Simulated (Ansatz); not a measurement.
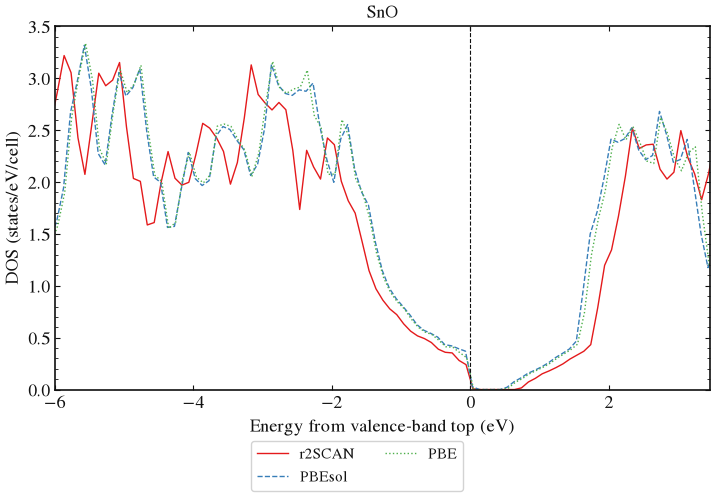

Total densities of states of SnO, space group Pmmn (No. 59), 4 atoms in the cell, by three methods on the same cell. Each is counted from its own valence-band top.

Q: How do the methods compare?

A: r2SCAN gives a gap of 0.67 eV, PBEsol gives a gap of 0.46 eV and PBE gives a gap of 0.49 eV.

Settings. r2SCAN: DFT r2SCAN, scalar-relativistic, plane waves, PAW, no spin polarisation, 10×10×8 k mesh, 500 eV cutoff, Gaussian smearing of 0.02 eV (Ansatz). PBEsol: DFT PBEsol, scalar-relativistic, plane waves, PAW, no spin polarisation, 10×10×8 k mesh, 420 eV cutoff, Gaussian smearing of 0.02 eV (Ansatz 0.2.0). PBE: DFT PBE, scalar-relativistic, plane waves, PAW, no spin polarisation, 10×10×8 k mesh, 420 eV cutoff, Gaussian smearing of 0.02 eV (Ansatz 0.2.0).

The atoms aren't at rest in this cell (largest force 0.5 eV/Å), so the relaxed material can differ. The starting guess was a poor one.
